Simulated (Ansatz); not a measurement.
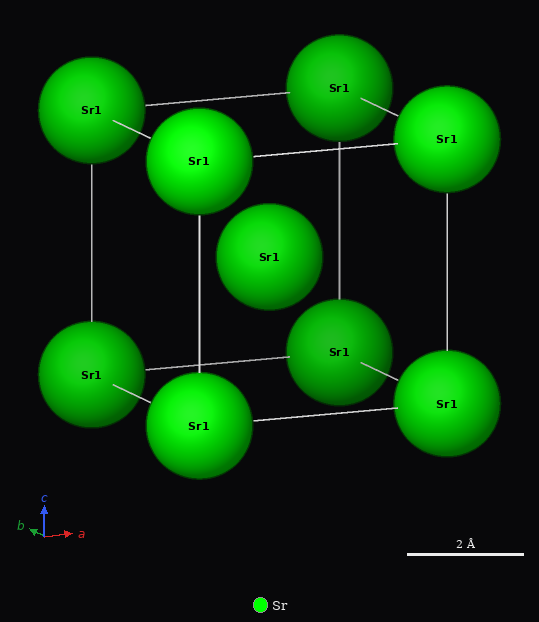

**Figure 1.** The starting structure (spheres-only view of the cell 2 times as large as that of the calculation, set on its symmetry axes, seen slightly off an axis; atoms are numbered from 1 in the order of the input). An atom can appear more than once, as a periodic image.

Geometry relaxation of Sr

Sr (Im-3m, 1 atom in the cell), computed with DFT PBEsol, scalar-relativistic, plane waves, PAW, no spin polarisation (Ansatz 0.2.0).

The structure derives from an entry of the Crystallography Open Database. Figures and captions count atoms from 1; the log counts them from 0 in places.

### Input file
```yaml
crystal:
  lattice:
    - [-2.3349523967, 2.3349523967, 2.3349523967]
    - [2.3349523967, -2.3349523967, 2.3349523967]
    - [2.3349523967, 2.3349523967, -2.3349523967]
  atoms:
    - { symbol: Sr, position: [0.0, 0.0, 0.0] }
basis:
  ecutwfc: 420
kpoints:
  mp_grid: { grid: [12, 12, 12] }
hamiltonian:
  xc: pbesol
scf:
  occupations: { method: gaussian, width: 0.1 }
output:
  forces: true
  stress: true
  eigenvalues: true
  write_density: true
  write_potential: true
  elf: true
  volumetric_format: npy
relax:
  adjacent_minimum: "off"
  f_tol: 0.005
  max_steps: 80
  cell: { stress_tol: 0.05 }
```

Run on 1 thread of Arm Neoverse V1, 24 GiB of memory available, shared host.

Launch command:
```bash
ansatz run input.yaml --threads 1 --pin off --max-ram 2560MiB --backend cpu --events-out ev --progress --plain --runs-dir out
```

### Log
```
Engine: ansatz 0.2.0, aarch64-unknown-linux-gnu
Pseudopotentials: kind: paw
Pseudopotential: Sr, paw, valence charge 10, recommended cutoff 420 eV (normal), Sr.paw.azcp
Functional definition: PBEsol
  exchange = pbesol_x
  correlation = pbesol_c
Crystal: 1 atoms, lattice volume = 50.921 Å³
Basis set: ecut = 420 eV, 959 PW (Γ), exchange–correlation on 60×60×60 points (8 copies of the dense FFT grid, shifted against one another)
Bands: 9, of which v1, the nominal top of the filled ones, is band 5 counted from 1 (4 counted from 0)
Symmetry: 48 space group operations
Space group: Im-3m (ITA 229), of the structure as read, at distance tolerance 3.7e-5 Å
k-points: 72 of 1728
Non-local potential: Sr, projectors of the file, l = 0: 3, l = 1: 2, l = 2: 2
PAW form: soft (Blöchl's): semilocal exchange-correlation on the pseudo side does not see the compensation charge
PAW frozen core: Sr, regenerated for the run's functional, and the local potential with it (the file was generated under x = pbe(κ = 0.804, μ = 0.2195149727645171), c = pbe(β = 0.06672455060314922))
PAW one-centre angular grid: Sr, 110 points (default); XC on 64 Gauss nodes
Initial density: superposition of atomic densities (neutral atoms: chi_scale 0, normalization atom), corrected by the library's trained network
Initial wavefunctions: pseudopotential atomic-orbital guess
Functional: x = pbesol(κ = 0.804, μ = 0.12345679012345678), c = pbesol(β = 0.046)
SCF iter   1: F=—  HF=-3492.212748 eV  |F-HF|=—  |Δ(HF+E_count)|=         —  Δρ=1.51e-3  dr2=7.50e-4  ethr=1.77e-3  ⟨swp⟩=6.6  Hψ=5623  notcnv=0
preconditioner: auto → Kerker (q_TF=auto, 2.080 Å⁻¹)  [metal: Δε(μ)=0.044 eV  Ē_g=3.643 eV  σ=0.100 eV  W_gap=0.24  n_scr=12 (ndim 8)  ℏωp=7.4 eV  f_vac=0.000  D(μ)=1.08/eV (n_scr^D=12)]
SCF iter   2: F=—  HF=-3492.213221 eV  |F-HF|=—  |Δ(HF+E_count)|=   4.73e-4  Δρ=7.33e-4  dr2=2.17e-4  ethr=7.50e-6  ⟨swp⟩=2.5  Hψ=1626  notcnv=0
SCF iter   3: F=—  HF=-3492.213242 eV  |F-HF|=—  |Δ(HF+E_count)|=   2.10e-5  Δρ=1.55e-4  dr2=1.04e-5  ethr=2.17e-6  ⟨swp⟩=2.7  Hψ=1001  notcnv=0
SCF iter   4: F=—  HF=-3492.213242 eV  |F-HF|=—  |Δ(HF+E_count)|=   5.44e-7  Δρ=3.70e-5  dr2=8.65e-7  ethr=1.04e-7  ⟨swp⟩=2.0  Hψ=773  notcnv=0
iter 5 did not close the SCF: its close was put off for the readings that it lacked (scf_convergence_deferred on its scf_iter line)
SCF iter   5: F=-3492.213242 eV  HF=-3492.213242 eV  |F-HF|=1.06e-8  |Δ(HF+E_count)|=   4.94e-8  Δρ=1.14e-5  dr2=4.94e-8  ethr=8.65e-9  ⟨swp⟩=1.4  Hψ=683  notcnv=0
SCF iter   6: F=-3492.213242 eV  HF=-3492.213242 eV  |F-HF|=4.58e-10  |Δ(HF+E_count)|=   1.52e-8  Δρ=1.78e-6  dr2=1.12e-9  ethr=4.94e-10  ⟨swp⟩=8.0  Hψ=5012  notcnv=0
SCF 1 converged in 6 iterations: F = -3492.213242 eV  dr2 = 1.12e-9
  greatest PAW one-centre occupation: 0.988 electrons in one spin orbital (limit 2), on the Sr atom at site 0 (counted from 0), in its partial waves of l = 0
relax step   1: F+E_penalty+E_count = -3492.21324239 eV  Δ(F+E_penalty+E_count) = +0.000e0 eV  max|allowed force component| = 0.000e0 eV/Å  Δτ_max = 0.0000 Å  P = -0.001 GPa  Ω = 50.921 Å³  (6 SCF iters, dr2 threshold 1.00e-7 eV, accepted)
Initial density: handed on by an earlier stage of this run
Initial wavefunctions: pseudopotential atomic-orbital guess (no wavefunctions were taken with the density)
iter 1 solved again at ethr=8.75e-8 eV; its pass at ethr=3.10e-3 eV (dr2=8.75e-6 eV) is discarded
SCF iter   1: F=—  HF=-3492.213243 eV  |F-HF|=—  |Δ(HF+E_count)|=         —  Δρ=1.62e-6  dr2=1.08e-9  ethr=8.75e-8  ⟨swp⟩=4.6  Hψ=8099  notcnv=0
eigensolver tolerance schedule: the retry pair's looser diagonalisation over-reported the residual by 8137.29 of it (diagonalisation noise at 0.30 of the residual, at the tolerance the schedule requests for it); recorded, not acted on — ethr = c·dr2/N_el stays at c = 1.0e-1
preconditioner: auto → Kerker (q_TF=auto, 2.080 Å⁻¹)  [metal: Δε(μ)=0.042 eV  Ē_g=3.637 eV  σ=0.100 eV  W_gap=0.23  n_scr=12 (ndim 8)  ℏωp=7.4 eV  f_vac=0.000  D(μ)=1.08/eV (n_scr^D=12)]
SCF iter   2: F=—  HF=-3492.213242 eV  |F-HF|=—  |Δ(HF+E_count)|=   8.37e-7  Δρ=1.20e-6  dr2=5.03e-10  ethr=1.08e-11  ⟨swp⟩=3.3  Hψ=1297  notcnv=0
SCF iter   3: F=—  HF=-3492.213242 eV  |F-HF|=—  |Δ(HF+E_count)|=  1.95e-10  Δρ=3.71e-7  dr2=3.90e-11  ethr=5.03e-12  ⟨swp⟩=2.0  Hψ=743  notcnv=0
SCF iter   4: F=—  HF=-3492.213242 eV  |F-HF|=—  |Δ(HF+E_count)|=  1.36e-12  Δρ=1.91e-7  dr2=1.48e-11  ethr=1.00e-12  ⟨swp⟩=7.7  Hψ=3609  notcnv=0
SCF iter   5: F=-3492.213242 eV  HF=-3492.213242 eV  |F-HF|=9.09e-13  |Δ(HF+E_count)|=  3.18e-12  Δρ=1.75e-8  dr2=2.91e-13  ethr=1.00e-12  ⟨swp⟩=5.7  Hψ=2396  notcnv=0
SCF 2 converged in 5 iterations: F = -3492.213242 eV  dr2 = 2.91e-13
relax step   2: F+E_penalty+E_count = -3492.21324239 eV  Δ(F+E_penalty+E_count) = -4.138e-11 eV  max|allowed force component| = 0.000e0 eV/Å  Δτ_max = 0.0000 Å  P = -0.001 GPa  Ω = 50.921 Å³  stress off target by 5.34e-4 GPa  SCF on the basis re-selected at this cell (its energy is not comparable with the rows above)  (5 SCF iters)
```

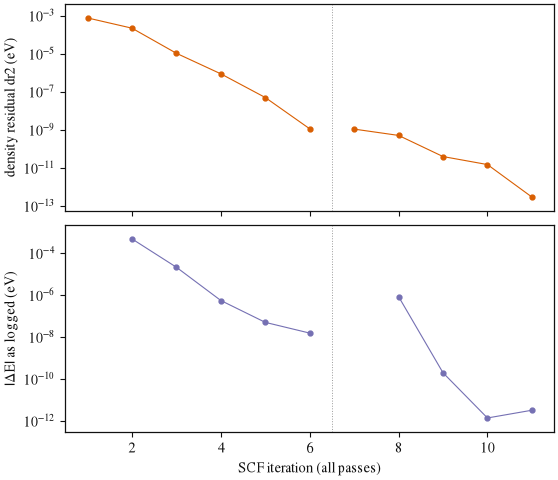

**Figure 2.** Convergence of the self-consistent field: density residual dr2 and size of the energy change against the SCF iteration. The dotted lines part the SCF passes of the relaxation: geometry steps, rejected trials and re-solves on a re-selected basis. The passes take 6 and 5 iterations.

```
basis re-selected at this cell: Δ(F+E_penalty+E_count) = -4.138e-11 eV, ΔP = +0.000 GPa vs the last step (what re-selecting the basis moved, of the pressure what is left beyond the Pulay correction that the steps carried, after the strain that the cell walked since its last selection, with what the two solves' SCF thresholds leave and, on support functions, any second-order correction that the steps lacked; it is no measure of the basis error at this ecutwfc). This SCF's stress stands 5.34e-4 GPa from its target on what of the cell is left free (relax.cell.stress_tol is 5.00e-2 GPa) and its largest allowed force component is 0.00e0 eV/Å (relax.f_tol is 5.00e-3 eV/Å): within both
SCF converged after 5 iterations
Free energy (F): -3492.213242 eV
Harris-Foulkes:  -3492.213242 eV  (|F-HF|=9.09e-13)
Internal energy: -3492.207851 eV  (E = F + TS)
E sigma→0 (E₀):  -3492.210547 eV
Entropy (-TS):   -0.005391 eV (-5.391 meV/atom)
Fermi energy:    5.523433 eV
--- Per-component energies (eV) ---
  E_band       = -130.070302
  E_kinetic    = 241.973854
  E_local      = -750.744550  (includes V_loc(G=0)·N_el)
  E_nonlocal   = 204.249474
  E_hartree    = 187.525757
  E_xc         = -169.697207
  E_vxc        = -158.908837  (∫ρ·V_xc dr)
  E_paw        = -2644.570940  (= ΣΔE_a)
  E_vpaw       = -41.691767  (= ΣTr[D̂ρ^β])
  E_aug_tail   = -0.000001  (compensation charges beyond the density's cutoff)
  E_ewald      = -561.078585
  E_core_change = 0.134347  (= ΣΔE_core)
  E_smearing   = -0.005391  (= −TS)
  E_closure    = 0.000000  (closes the sum)
  Σ components = -3492.213242   (vs F -3492.213242, Δ=0.00e0)
--- Forces (eV/Å), atoms counted from 1 ---
  atom   1  Sr    -0.00000000    -0.00000000    -0.00000000
  max |Σ_I F_I| component: 2.05e-32 eV/Å
--- Stress (GPa, compression-positive) ---
       -0.000534       0.000000      -0.000000
        0.000000      -0.000534       0.000000
        0.000000       0.000000      -0.000534
  P = ⅓ Tr σ = -0.0005 GPa (-0.005 kbar)
--- Band table (eV; the first three rows and the last of 72) ---
  k-point 0: bands = ["-30.8368", "-12.7190", "-12.7190", "-12.7190", "1.7596", "7.9861", "7.9861", "7.9861", "9.4222"]
  k-point 1: bands = ["-30.8353", "-12.7374", "-12.7249", "-12.7190", "1.8875", "7.8701", "7.9050", "8.1109", "9.2473"]
  k-point 2: bands = ["-30.8313", "-12.7871", "-12.7409", "-12.7191", "2.2571", "7.5601", "7.5883", "8.4800", "9.0813"]
  k-point 71: bands = ["-30.7978", "-12.9057", "-12.9057", "-12.9057", "5.2952", "5.2952", "9.4179", "9.4179", "9.4179"]
--- Relaxed structure (1 steps of the walk, 1 accepted, 1 SCFs on fresh bases) ---
  F+E_penalty+E_count = -3492.21324239 eV   max|allowed force component| = 0.000e0 eV/Å   (the final SCF, on the basis selected at the relaxed cell)
  cell:  # Å, volume = 50.9207 Å³
    - [-2.3349523967, 2.3349523967, 2.3349523967]
    - [2.3349523967, -2.3349523967, 2.3349523967]
    - [2.3349523967, 2.3349523967, -2.3349523967]
  atoms:
    - { symbol: Sr, position: [0.0, 0.0, 0.0] }
```

### Trajectory as extended XYZ (Å, eV, eV/Å), 2 frames, from step=1 to step=2
```
1
Lattice="-2.3350 2.3350 2.3350 2.3350 -2.3350 2.3350 2.3350 2.3350 -2.3350" Properties=species:S:1:pos:R:3:forces:R:3 step=1 energy=-3492.21324 pressure_GPa=-0.00
Sr    0.0000    0.0000    0.0000    0.0000   0.0000   0.0000
1
Lattice="-2.3350 2.3350 2.3350 2.3350 -2.3350 2.3350 2.3350 2.3350 -2.3350" Properties=species:S:1:pos:R:3:forces:R:3 step=2 energy=-3492.21324 pressure_GPa=-0.00
Sr    0.0000    0.0000    0.0000    0.0000   0.0000   0.0000
```

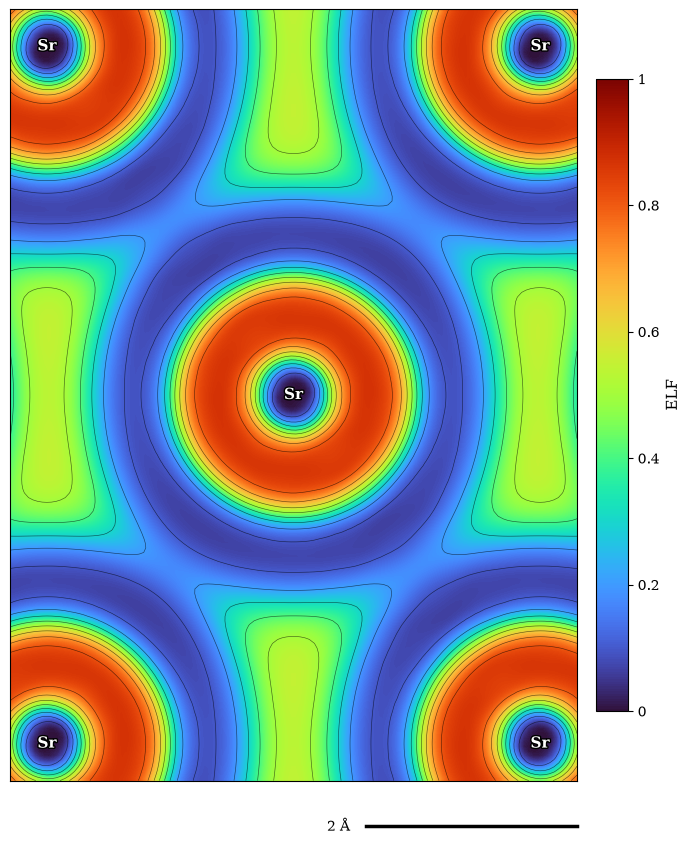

**Figure 3.** ELF on the (101̄) plane of the conventional cell. Sr–Sr (4.04 Å): the ELF is about 0.20 at the midpoint; no localised pair between them. The ELF has a maximum of about 0.55 in the space between the atoms. The strong features right at Sr lie inside the PAW spheres (semicore, d or f shells) and say nothing about bonding. The fields are those of the smooth PAW valence density.

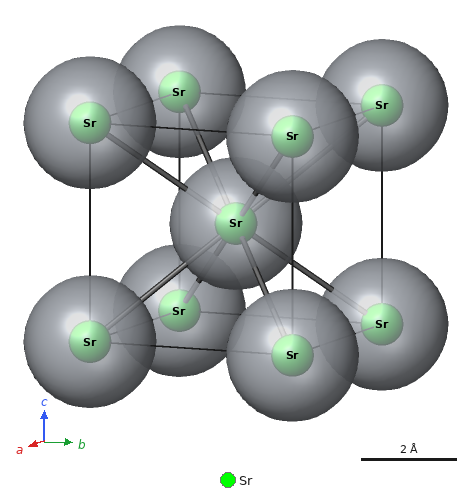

**Figure 4.** Isosurface of the valence pseudo-density at 0.1 e/Å³ (grey), seen slightly off an axis. Sticks mark near contacts. The outline is the cell set on symmetry axes. At this value the density breaks into separate islands; it holds about 80 % of the electrons treated as valence (semicore included). It is pinched off along the Sr–Sr (4.04 Å) contacts. On the grid the lowest density along these lines, outside the cores, is 0.05 e/Å³ (Sr–Sr, 4.04 Å).

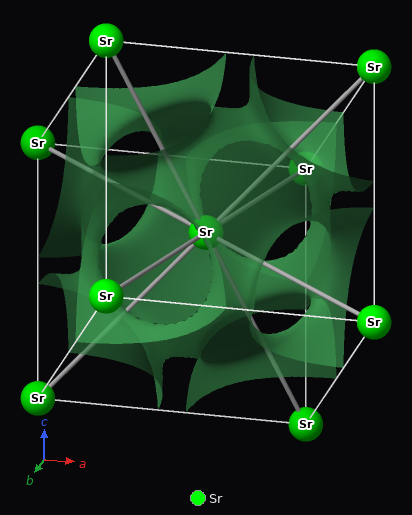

**Figure 5.** Isosurface of the electron localisation function at 0.45 (green), seen at an oblique angle. Core shells and regions of very low density are left out. Sticks mark near contacts. The outline is the cell set on symmetry axes. The ELF exceeds this value in one network that runs through the whole crystal, counted in one cell of 2 atoms. Along the contacts the grid gives the following. Sr–Sr (4.04 Å): the ELF is about 0.20 at the midpoint; no shared electron pair.

### Key numbers

| quantity | value |
| --- | --- |
| outcome | converged |
| space group (tolerance 0.01 Å) | Im-3m (229) |
| electrons treated | 10 |
| free energy | −3492.2132 eV |
| Fermi energy | 5.523 eV |
| gap on the k-point mesh | none (metallic) |
| pressure | 0.00 GPa |
| final volume | 50.92 Å³ |
| largest force (length of the vector) at the end | under 0.001 eV/Å |
| final cell | a = 4.044 Å, b = 4.044 Å, c = 4.044 Å, α = 109.47°, β = 109.47°, γ = 109.47° |
| wall time | 5.8 s |
| peak memory | 0.31 GiB |
